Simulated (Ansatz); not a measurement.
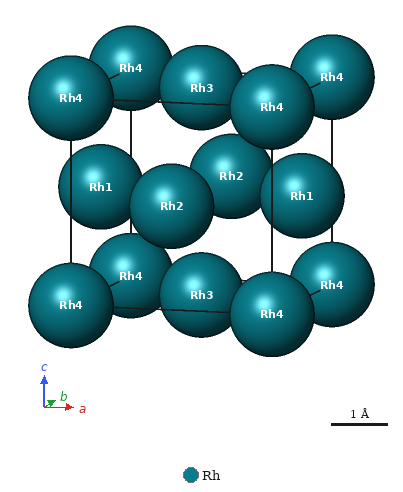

Fig. 1: The input geometry (spheres-only view of the cell of the calculation, seen slightly off an axis; atoms are numbered from 1 in the order of the input). An atom can appear more than once, as a periodic image.

## Run report: Rh, geometry relaxation

- system: Rh (4 atoms in the cell)
- method: DFT r2SCAN, scalar-relativistic, plane waves, PAW, no spin polarisation (Ansatz 0.2.0)

The structure derives from a Materials Project entry. It belongs to a series of runs on one base structure; here: 0 of 4 Rh sites taken by Ir, cell and atoms relaxed. Figures and captions count atoms from 1; the log counts them from 0 in places.

**Output**
```
Engine: ansatz 0.2.0, aarch64-unknown-linux-gnu
Pseudopotentials: kind: paw
Pseudopotential: Rh, paw, valence charge 17, recommended cutoff 500 eV (meta_gga), Rh.paw.azcp
Functional definition: r2SCAN
  parameter k0 = 0.174
  parameter k1 = 0.065
  parameter a1 = 4.9479
  exchange = r2scan_x(k0 = k0, k1 = k1, a1 = a1)
  correlation = r2scan_c
Crystal: 4 atoms, lattice volume = 54.870 Å³
Basis set: ecut = 500 eV, 1365 PW (Γ), exchange–correlation on 120×120×120 points (64 copies of the dense FFT grid, shifted against one another)
Bands: 41, of which v1, the nominal top of the filled ones, is band 34 counted from 1 (33 counted from 0)
Symmetry: 192 space group operations
Space group: Fm-3m (ITA 225), of the structure as read, at distance tolerance 3.8e-5 Å
k-points: 84 of 1728
Non-local potential: Rh, projectors of the file, l = 0: 3, l = 1: 2, l = 2: 2, l = 3: 1
PAW form: soft (Blöchl's): semilocal exchange-correlation on the pseudo side does not see the compensation charge
PAW frozen core: Rh, regenerated for the run's functional (the file was generated under x = pbe(κ = 0.804, μ = 0.2195149727645171), c = pbe(β = 0.06672455060314922))
PAW one-centre angular grid: Rh, 590 points (default); XC on 160 Gauss nodes
Initial density: superposition of atomic densities (neutral atoms: chi_scale 0, normalization atom), corrected by the library's trained network
Initial wavefunctions: pseudopotential atomic-orbital guess
Functional: x = r2scan, c = r2scan; τ floored in thin density (d = 2e-4 eV/Å³)
SCF iter   1: F=—  HF=-25661.062207 eV  |F-HF|=—  |Δ(HF+E_count)|=         —  Δρ=1.03e-2  dr2=1.51e-2  dr2_τ=3.98e-2  ethr=1.77e-3  ⟨swp⟩=5.7  Hψ=12108  notcnv=0
preconditioner: auto → Kerker (q_TF=auto, 2.828 Å⁻¹)  [metal: Δε(μ)=0.051 eV  Ē_g=6.843 eV  σ=0.100 eV  W_gap=0.27  n_scr=18 (ndim 8)  ℏωp=30.1 eV  f_vac=0.000  D(μ)=4.05/eV (n_scr^D=32)]
SCF iter   2: F=—  HF=-25661.106946 eV  |F-HF|=—  |Δ(HF+E_count)|=   4.47e-2  Δρ=6.49e-3  dr2=7.90e-3  dr2_τ=9.24e-4  ethr=2.21e-5  ⟨swp⟩=2.0  Hψ=5621  notcnv=0  defer=26
SCF iter   3: F=—  HF=-25661.108283 eV  |F-HF|=—  |Δ(HF+E_count)|=   1.34e-3  Δρ=7.35e-4  dr2=1.26e-4  dr2_τ=1.34e-4  ethr=1.16e-5  ⟨swp⟩=2.3  Hψ=6264  notcnv=0  defer=26
SCF iter   4: F=—  HF=-25661.108458 eV  |F-HF|=—  |Δ(HF+E_count)|=   1.76e-4  Δρ=3.00e-4  dr2=2.39e-5  dr2_τ=4.44e-6  ethr=1.85e-7  ⟨swp⟩=2.8  Hψ=6443  notcnv=0  defer=26
SCF iter   5: F=—  HF=-25661.108485 eV  |F-HF|=—  |Δ(HF+E_count)|=   2.64e-5  Δρ=1.07e-4  dr2=4.58e-6  dr2_τ=2.90e-7  ethr=3.52e-8  ⟨swp⟩=2.0  Hψ=4779  notcnv=0  defer=26
SCF iter   6: F=—  HF=-25661.108493 eV  |F-HF|=—  |Δ(HF+E_count)|=   8.28e-6  Δρ=5.62e-5  dr2=9.74e-7  dr2_τ=6.87e-8  ethr=6.74e-9  ⟨swp⟩=2.0  Hψ=4804  notcnv=0  defer=26
SCF iter   7: F=-25661.108495 eV  HF=-25661.108495 eV  |F-HF|=5.18e-8  |Δ(HF+E_count)|=   1.63e-6  Δρ=1.05e-5  dr2=3.16e-8  dr2_τ=3.73e-9  ethr=1.47e-10  ⟨swp⟩=6.5  Hψ=15051  notcnv=0
SCF 1 converged in 7 iterations: F = -25661.108495 eV  dr2 = 3.16e-8
  greatest PAW one-centre occupation: 1.000 electrons in one spin orbital (limit 2), on the Rh atom at site 3 (counted from 0), in its partial waves of l = 0
relax step   1: F+E_penalty+E_count = -25661.10849466 eV  Δ(F+E_penalty+E_count) = +0.000e0 eV  max|allowed force component| = 7.974e-29 eV/Å  Δτ_max = 0.0000 Å  P = -0.081 GPa  Ω = 54.870 Å³  (7 SCF iters, dr2 threshold 1.00e-7 eV, accepted)
Initial density: handed on by an earlier stage of this run
Initial wavefunctions: pseudopotential atomic-orbital guess (no wavefunctions were taken with the density)
iter 1 solved again at ethr=6.73e-8 eV; its pass at ethr=3.10e-3 eV (dr2=4.58e-5 eV) is discarded
SCF iter   1: F=—  HF=-25661.108497 eV  |F-HF|=—  |Δ(HF+E_count)|=         —  Δρ=1.08e-5  dr2=3.41e-8  dr2_τ=3.25e-9  ethr=6.73e-8  ⟨swp⟩=3.4  Hψ=19900  notcnv=0
preconditioner: auto → Kerker (q_TF=auto, 2.828 Å⁻¹)  [metal: Δε(μ)=0.048 eV  Ē_g=6.840 eV  σ=0.100 eV  W_gap=0.26  n_scr=18 (ndim 8)  ℏωp=30.1 eV  f_vac=0.000  D(μ)=4.08/eV (n_scr^D=32)]
SCF iter   2: F=—  HF=-25661.108495 eV  |F-HF|=—  |Δ(HF+E_count)|=   2.02e-6  Δρ=7.31e-6  dr2=1.69e-8  dr2_τ=5.40e-10  ethr=5.02e-11  ⟨swp⟩=2.8  Hψ=6946  notcnv=0
SCF iter   3: F=—  HF=-25661.108495 eV  |F-HF|=—  |Δ(HF+E_count)|=   2.95e-8  Δρ=2.41e-6  dr2=2.43e-9  dr2_τ=3.92e-10  ethr=2.48e-11  ⟨swp⟩=2.0  Hψ=4802  notcnv=0
SCF iter   4: F=-25661.108495 eV  HF=-25661.108495 eV  |F-HF|=1.02e-10  |Δ(HF+E_count)|=   5.72e-9  Δρ=4.84e-7  dr2=5.09e-11  dr2_τ=4.88e-12  ethr=1.00e-12  ⟨swp⟩=3.1  Hψ=14248  notcnv=0
SCF 2 converged in 4 iterations: F = -25661.108495 eV  dr2 = 5.09e-11
relax step   2: F+E_penalty+E_count = -25661.10849468 eV  Δ(F+E_penalty+E_count) = -1.718e-8 eV  max|allowed force component| = 9.223e-29 eV/Å  Δτ_max = 0.0000 Å  P = -0.081 GPa  Ω = 54.870 Å³  stress off target by 8.09e-2 GPa  SCF on the basis re-selected at this cell (its energy is not comparable with the rows above)  (4 SCF iters)
```

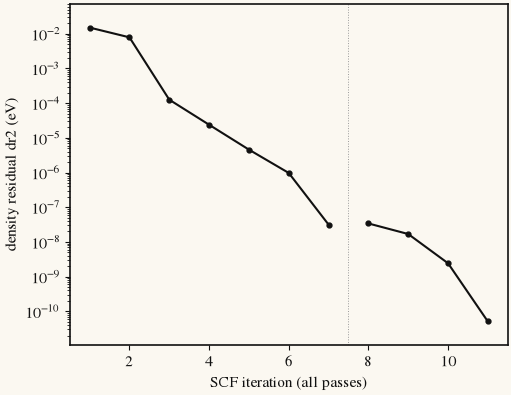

Fig. 2: Convergence of the self-consistent field: density residual dr2 against the SCF iteration. The dotted lines part the SCF passes of the relaxation: geometry steps, rejected trials and re-solves on a re-selected basis. The passes take 7 and 4 iterations.

```
basis re-selected at this cell: Δ(F+E_penalty+E_count) = -1.718e-8 eV, ΔP = -0.000 GPa vs the last step (what re-selecting the basis moved, of the pressure what is left beyond the Pulay correction that the steps carried, after the strain that the cell walked since its last selection, with what the two solves' SCF thresholds leave and, on support functions, any second-order correction that the steps lacked; it is no measure of the basis error at this ecutwfc). This SCF's stress stands 8.09e-2 GPa from its target on what of the cell is left free (relax.cell.stress_tol is 1.50e-1 GPa) and its largest allowed force component is 9.22e-29 eV/Å (relax.f_tol is 1.50e-2 eV/Å): within both
SCF converged after 4 iterations
Free energy (F): -25661.108495 eV
Harris-Foulkes:  -25661.108495 eV  (|F-HF|=1.02e-10)
Internal energy: -25661.088105 eV  (E = F + TS)
E sigma→0 (E₀):  -25661.098300 eV
Entropy (-TS):   -0.020389 eV (-5.097 meV/atom)
Fermi energy:    22.275001 eV
--- Per-component energies (eV) ---
  E_band       = -406.310557
  E_kinetic    = 2292.805091
  E_local      = -6244.710583  (includes V_loc(G=0)·N_el)
  E_nonlocal   = 1421.211365
  E_hartree    = 2197.417697
  E_xc         = -867.387323
  E_vxc        = -1256.730069  (∫ρ·V_xc dr)
  E_paw        = -14416.749149  (= ΣΔE_a)
  E_vpaw       = -1098.738926  (= ΣTr[D̂ρ^β])
  E_aug_tail   = 0.002748  (compensation charges beyond the density's cutoff)
  E_vtau       = 85.014381  (kinetic-family band-sum trace: ∫τ·v_τ [+ j·A + Jᵃ·Aᵃ] dr)
  E_ewald      = -10042.198114
  E_core_change = -1.479838  (= ΣΔE_core)
  E_smearing   = -0.020389  (= −TS)
  E_closure    = -0.000000  (closes the sum)
  Σ components = -25661.108495   (vs F -25661.108495, Δ=0.00e0)
--- Forces (eV/Å), atoms counted from 1 ---
  atom   1  Rh     0.00000000    -0.00000000    -0.00000000
  atom   2  Rh     0.00000000     0.00000000     0.00000000
  atom   3  Rh     0.00000000     0.00000000     0.00000000
  atom   4  Rh     0.00000000    -0.00000000    -0.00000000
  max |Σ_I F_I| component: 7.66e-28 eV/Å
--- Stress (GPa, compression-positive) ---
       -0.080898       0.000000      -0.000000
       -0.000000      -0.080898       0.000000
        0.000000       0.000000      -0.080898
  P = ⅓ Tr σ = -0.0809 GPa (-0.809 kbar)
--- Band table (eV; the first three rows and the last of 84) ---
  k-point 0: bands = ["-58.8844", "-58.7194", "-58.7194", "-58.7194", "-26.2544", "-26.2544", "-26.2544", "-25.8043", "-25.8043", "-25.8043", "-25.8043", "-25.8043", "-25.8043", "-25.5182", "-25.5182", "-25.5182", "14.1041", "15.7106", "15.7106", "15.7106", "16.0845", "16.0845", "16.0845", "19.0883", "19.0883", "19.0883", "21.1888", "21.1888", "22.7781", "22.7781", "22.7781", "23.3166", "23.3166", "23.3166", "23.3166", "23.3166", "23.3166", "25.7706", "25.7706", "25.7706", "35.1807"]
  k-point 1: bands = ["-58.8816", "-58.7222", "-58.7194", "-58.7194", "-26.2469", "-26.2469", "-26.2427", "-25.8122", "-25.8122", "-25.8049", "-25.8049", "-25.7995", "-25.7995", "-25.5316", "-25.5232", "-25.5232", "14.2023", "15.7647", "15.7792", "15.7792", "16.1257", "16.1492", "16.1492", "19.0226", "19.1384", "19.1384", "21.1199", "21.2132", "22.6814", "22.6814", "22.7479", "22.8259", "22.8259", "23.2016", "23.2016", "23.3168", "23.3168", "25.3706", "26.3146", "26.3146", "35.1084"]
  k-point 2: bands = ["-58.8734", "-58.7305", "-58.7193", "-58.7193", "-26.2250", "-26.2250", "-26.2081", "-25.8352", "-25.8352", "-25.8065", "-25.8065", "-25.7854", "-25.7854", "-25.5708", "-25.5376", "-25.5376", "14.4902", "15.9196", "15.9771", "15.9771", "16.2480", "16.3424", "16.3424", "18.8342", "19.2876", "19.2876", "20.9247", "21.2852", "21.8944", "21.8944", "22.4051", "22.4051", "22.6599", "22.8819", "22.8819", "23.3175", "23.3175", "24.3785", "27.4036", "27.4036", "34.9057"]
  k-point 83: bands = ["-58.7601", "-58.7601", "-58.7601", "-58.7601", "-26.3003", "-26.3003", "-26.3003", "-26.3003", "-25.6258", "-25.6258", "-25.6258", "-25.6258", "-25.6258", "-25.6258", "-25.6258", "-25.6258", "15.9298", "15.9298", "15.9298", "15.9298", "18.9726", "18.9726", "18.9726", "18.9726", "18.9726", "18.9726", "18.9726", "18.9726", "22.8548", "22.8548", "22.8548", "22.8548", "22.8548", "22.8548", "22.8548", "22.8548", "23.1815", "23.1815", "23.1815", "23.1815", "31.3982"]
--- Relaxed structure (1 steps of the walk, 1 accepted, 1 SCFs on fresh bases) ---
  F+E_penalty+E_count = -25661.10849468 eV   max|allowed force component| = 9.223e-29 eV/Å   (the final SCF, on the basis selected at the relaxed cell)
  cell:  # Å, volume = 54.8695 Å³
    - [3.799943407, 0.0, 0.0]
    - [0.0, -3.799943407, 0.0]
    - [0.0, 0.0, -3.799943407]
  atoms:
    - { symbol: Rh, position: [0.0, 0.49999999999999994, 0.49999999999999994] }
    - { symbol: Rh, position: [0.49999999999999994, 0.0, 0.49999999999999994] }
    - { symbol: Rh, position: [0.49999999999999994, 0.49999999999999994, 0.0] }
    - { symbol: Rh, position: [0.0, 0.0, 0.0] }
```

**Trajectory as extended XYZ (Å, eV, eV/Å), 2 frames, from step=1 to step=2**
```
4
Lattice="3.7999 0.0000 0.0000 0.0000 -3.7999 0.0000 0.0000 0.0000 -3.7999" Properties=species:S:1:pos:R:3:forces:R:3 step=1 energy=-25661.10850 pressure_GPa=-0.08
Rh    0.0000   -1.9000   -1.9000    0.0000   0.0000   0.0000
Rh    1.9000    0.0000   -1.9000    0.0000   0.0000   0.0000
Rh    1.9000   -1.9000    0.0000    0.0000   0.0000   0.0000
Rh    0.0000    0.0000    0.0000    0.0000   0.0000   0.0000
4
Lattice="3.7999 0.0000 0.0000 0.0000 -3.7999 0.0000 0.0000 0.0000 -3.7999" Properties=species:S:1:pos:R:3:forces:R:3 step=2 energy=-25661.10850 pressure_GPa=-0.08
Rh    0.0000   -1.9000   -1.9000    0.0000   0.0000   0.0000
Rh    1.9000    0.0000   -1.9000    0.0000   0.0000   0.0000
Rh    1.9000   -1.9000    0.0000    0.0000   0.0000   0.0000
Rh    0.0000    0.0000    0.0000    0.0000   0.0000   0.0000
```

This output came from the following input.

**The input**
```yaml
crystal:
  lattice:
    - [3.799943407, 0.0, 0.0]
    - [0.0, -3.799943407, 0.0]
    - [0.0, 0.0, -3.799943407]
  atoms:
    - { symbol: Rh, position: [0.0, 0.5, 0.5] }
    - { symbol: Rh, position: [0.5, 0.0, 0.5] }
    - { symbol: Rh, position: [0.5, 0.5, 0.0] }
    - { symbol: Rh, position: [0.0, 0.0, 0.0] }
basis:
  ecutwfc: 500
kpoints:
  mp_grid: { grid: [12, 12, 12] }
hamiltonian:
  xc: r2scan
scf:
  occupations: { method: gaussian, width: 0.1 }
output:
  forces: true
  stress: true
  eigenvalues: true
relax:
  adjacent_minimum: "off"
  f_tol: 0.015
  max_steps: 60
  cell: { stress_tol: 0.15 }
```

Launched with:
```bash
ansatz run input.yaml --threads 1 --pin off --max-ram 2560MiB --backend cpu --events-out ev --progress --plain --runs-dir out
```

**Key numbers**

| quantity | value |
| --- | --- |
| outcome | converged |
| space group (tolerance 0.01 Å) | Fm-3m (225) |
| electrons treated | 68 |
| free energy | −25661.1085 eV |
| Fermi energy | 22.275 eV |
| gap on the k-point mesh | none (metallic) |
| pressure | −0.08 GPa |
| final volume | 54.87 Å³ |
| largest force (length of the vector) at the end | under 0.001 eV/Å |
| final cell | a = 3.800 Å, b = 3.800 Å, c = 3.800 Å, α = 90.00°, β = 90.00°, γ = 90.00° |
| hardware | 1 thread of Arm Neoverse V1, 24 GiB of memory available, shared host |
| wall time | 49 s |
| peak memory | 0.55 GiB |
